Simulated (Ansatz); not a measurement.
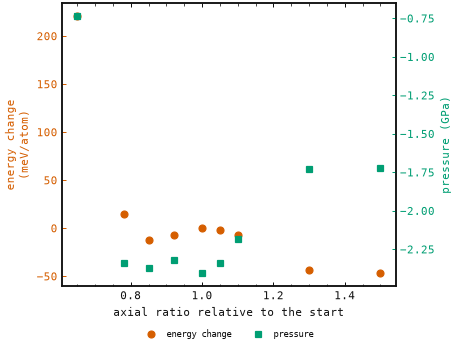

The picture above shows the energy change and pressure against relative axial ratio for Ti, space group Im-3m (No. 229).

Structure:
```yaml
crystal:
  lattice:
    - [-1.64100, 1.64100, 1.64100]
    - [1.64100, -1.64100, 1.64100]
    - [1.64100, 1.64100, -1.64100]
  atoms:
    - { symbol: Ti, position: [0.00000, 0.00000, 0.00000] }
```

How it was computed, with Ansatz 0.2.0: deformation of a crystal at fixed volume, lengths along the axis scaled against those across it, fractional coordinates fixed, by plane-wave density functional theory with PAW datasets, free energies less that of the undisturbed cell, pressure positive in compression; scalar-relativistic. Level: PBE, no spin polarisation.

- wave cutoff: 420 eV
- k mesh: 22×22×22
- occupations: Gaussian
- smearing width: 0.15 eV
- k shift: (0, 0, 0) (mesh steps)
- start: as given
- path: tetragonal
- axis direction: (0, 0, 1) (Cartesian unit vector)

The points at relative axial ratio 0.707, 0.960, 1.200 and 1.414 are left out of the plot. What values does the calculation give there?

```
axial ratio relative to the start  energy change (meV/atom)  pressure (GPa)
                            0.707                        99          -1.812
                            0.960                        -2          -2.367
                            1.200                       -25          -1.860
                            1.414                       -52          -1.690
```

Note: reference crystal is not relaxed.
